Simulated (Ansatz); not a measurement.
```xyz
6
Lattice="4.2982 0.0000 0.0000 0.0000 4.2982 0.0000 0.0000 0.0000 4.2982" Properties=species:S:1:pos:R:3 pbc="T T T"
Cu    1.0746    1.0746    1.0746
Cu    1.0746    3.2237    3.2237
Cu    3.2237    3.2237    1.0746
Cu    3.2237    1.0746    3.2237
O     0.0000    0.0000    0.0000
O     2.1491    2.1491    2.1491
```

Space group Pn-3m; a structure generated by program, which may or may not match a known phase; computed pressure about −4 GPa in this cell; computed without spin polarisation.

These are results of DFT r2SCAN, scalar-relativistic, plane waves, PAW (Ansatz 0.2.0), not measurements.

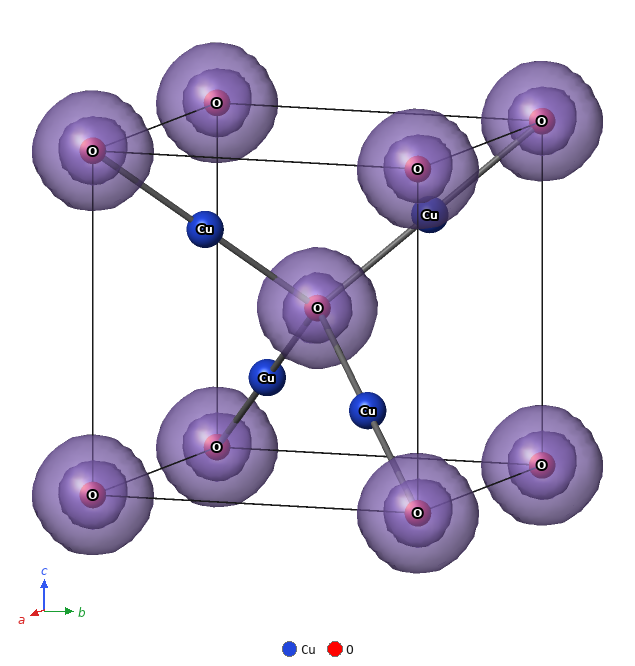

Cu2O. Isosurface of the ELF at 0.75 (purple), seen slightly off an axis. Only the valence region is drawn (cores and ρ < 0.01 e/Å³ removed). Sticks mark near contacts.

**Describe the localisation domains.**

The surface consists of two regions wrapped around O (the valence shell of each), counted in one cell of 6 atoms. Regions shared between cells count once.

Values along the shortest contacts:
Cu–O (1.86 Å): the ELF peaks at about 0.85 in the valence shell of O, 0.6 Å from its nucleus, and is about 0.20 at the midpoint; no shared electron pair shows on this line.

**How much charge does the calculation move between the atoms?**

Electrons move from Cu towards O. Bader charges: Cu +0.57 and O −1.14 e.
